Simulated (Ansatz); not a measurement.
```cif
data_structure
_symmetry_space_group_name_H-M 'P 1'
_symmetry_Int_Tables_number 1
_cell_length_a 4.4770
_cell_length_b 5.5264
_cell_length_c 5.5268
_cell_angle_alpha 70.194
_cell_angle_beta 71.715
_cell_angle_gamma 69.908
_cell_volume 117.77
loop_
_atom_site_label
_atom_site_type_symbol
_atom_site_fract_x
_atom_site_fract_y
_atom_site_fract_z
_atom_site_occupancy
Li1 Li 0.45156 0.42748 0.03285 1
O1 O 0.15548 0.19859 0.74019 1
O2 O 0.85397 0.26202 0.77095 1
O3 O 0.82279 0.76003 0.26953 1
O4 O 0.12427 0.68747 0.24815 1
O5 O 0.16362 0.77257 0.81058 1
O6 O 0.83780 0.26585 0.18572 1
O7 O 0.85956 0.83604 0.86462 1
O8 O 0.14763 0.19470 0.11312 1
```

Space group P1; not relaxed (largest force 0.9 eV/Å); spin-polarised. Net moment 1.0 μB in the 9-atom cell of the calculation; other magnetic orders weren't tried. The cell comes from a database of computed structures, not from a measurement.

The calculation used DFT PBE, scalar-relativistic, plane waves, PAW in Ansatz 0.2.0.

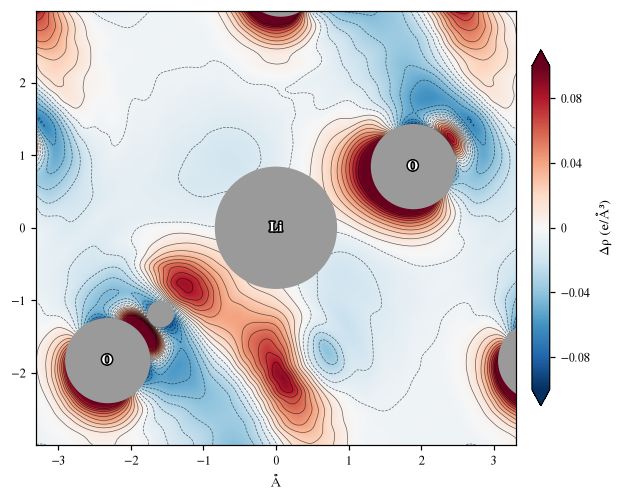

LiO₈. Deformation density (self-consistent density less superposed neutral spherical atoms): a map on the (111) plane of the conventional cell, with grey discs over the atomic cores. Cores are masked to 0.8 Å (Li) and 0.6 Å (O).

Core electrons are frozen (PAW), so the fields are smoothed inside the atomic spheres.

Read the map: where is density gained and where lost?

O–O (1.24 Å): Δρ is +0.29 e/Å³ at the midpoint (inside or at the edge of a masked core, so read it with care) (this contact isn't in the plane drawn).
Li–O (1.96 Å): Δρ is +0.04 e/Å³ at the midpoint (close to a masked core, so read it with care) (this contact isn't in the plane drawn).
Over the whole cell, outside the masked cores, the largest gain lies in the shortest O–O contact, between the masked cores, and the largest loss lies at the edge of the masked core of O.
The rearranged charge, half the integral of |Δρ|, is about 0.18 e an atom.
Bader charges: Li +0.91 and O −0.24 to −0.01 e.

Cost of the run: 4.8 min on 2 threads of Arm Neoverse N1 (shared host), peak memory 0.82 GiB.
